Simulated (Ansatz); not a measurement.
# Al7N8 (cell with a defect): what the fields show

The calculation's input:

```
crystal:
  lattice:
    - [-4.4031742003, 0.0, 4.4031742003]
    - [-4.4031742003, -4.4031742003, 0.0]
    - [0.0, -4.4031742003, 4.4031742003]
  atoms:
    - { symbol: Al, position: [0.0, -0.5, 0.5] }
    - { symbol: Al, position: [0.0, 0.5, 0.0] }
    - { symbol: Al, position: [0.0, 0.0, 0.0] }
    - { symbol: Al, position: [0.5, 0.5, 0.5] }
    - { symbol: Al, position: [0.5, 0.0, 0.5] }
    - { symbol: Al, position: [0.5, 0.5, 0.0] }
    - { symbol: Al, position: [0.5, 0.0, 0.0] }
    - { symbol: "N", position: [0.375, 0.375, 0.375] }
    - { symbol: "N", position: [0.375, 0.875, 0.375] }
    - { symbol: "N", position: [0.375, 0.375, 0.875] }
    - { symbol: "N", position: [0.375, 0.875, 0.875] }
    - { symbol: "N", position: [0.875, 0.375, 0.375] }
    - { symbol: "N", position: [0.875, 0.875, 0.375] }
    - { symbol: "N", position: [0.875, 0.375, 0.875] }
    - { symbol: "N", position: [0.875, 0.875, 0.875] }
basis:
  ecutwfc: 420
kpoints:
  mp_grid: { grid: [4, 4, 4] }
hamiltonian:
  xc: pbe
scf:
  occupations: { method: gaussian, width: 0.05 }
output:
  forces: true
  stress: true
  eigenvalues: true
  write_density: true
  write_potential: true
  elf: true
  volumetric_format: npy
relax:
  adjacent_minimum: "off"
  f_tol: 0.02
  max_steps: 50
```

Command:

```sh
ansatz run input.yaml --threads 4 --pin off --max-ram 9216MiB --backend cpu --events-out ev --progress --plain --runs-dir out
```

The fields are those of the relaxed geometry.

Computed pressure about 3 GPa in this cell; computed without spin polarisation.

The calculation used DFT PBE, scalar-relativistic, plane waves, PAW (Ansatz).

Core electrons are frozen (PAW), and the valence fields are smoothed inside the atomic spheres.

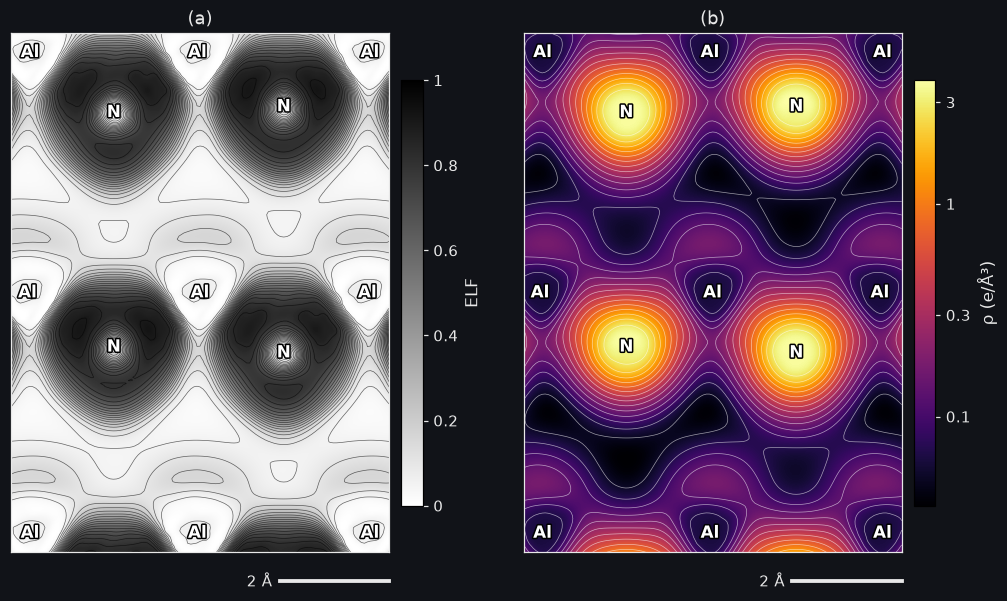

Figure 1. (a) electron localisation function; (b) valence charge density (pseudo) on the (11̄0) plane of the calculation cell.

**What do the fields say about this system?**

- The plane passes through Al and N nuclei.
- Al–N (1.88 Å): the density is about 0.7 e/Å³ at the midpoint; the ELF peaks at about 0.90 between the atoms.
- Between the atoms the lowest density in this plane is 0.04 e/Å³.

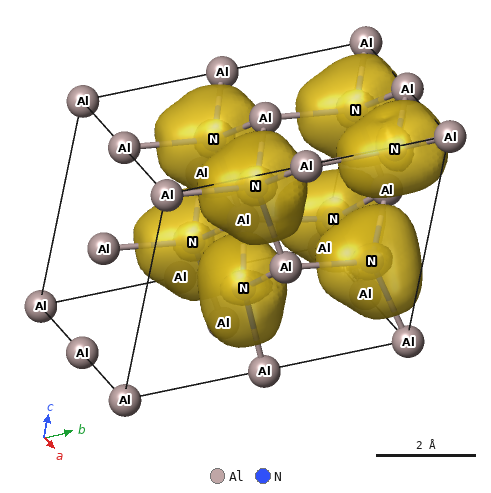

Figure 2. Isosurface of the ELF at 0.65 (yellow), seen slightly off an axis. Only the valence region is drawn (cores and ρ < 0.01 e/Å³ removed). Sticks mark near contacts.

**What do the ELF domains correspond to?**

The ELF exceeds this value in eight regions on N in which the atom's valence shell and bonds are merged, counted in one cell of 15 atoms. Regions shared between cells count once.

**Does the calculation make it a metal, or give it a gap?**

It is gapless in this calculation (a metal or semimetal).
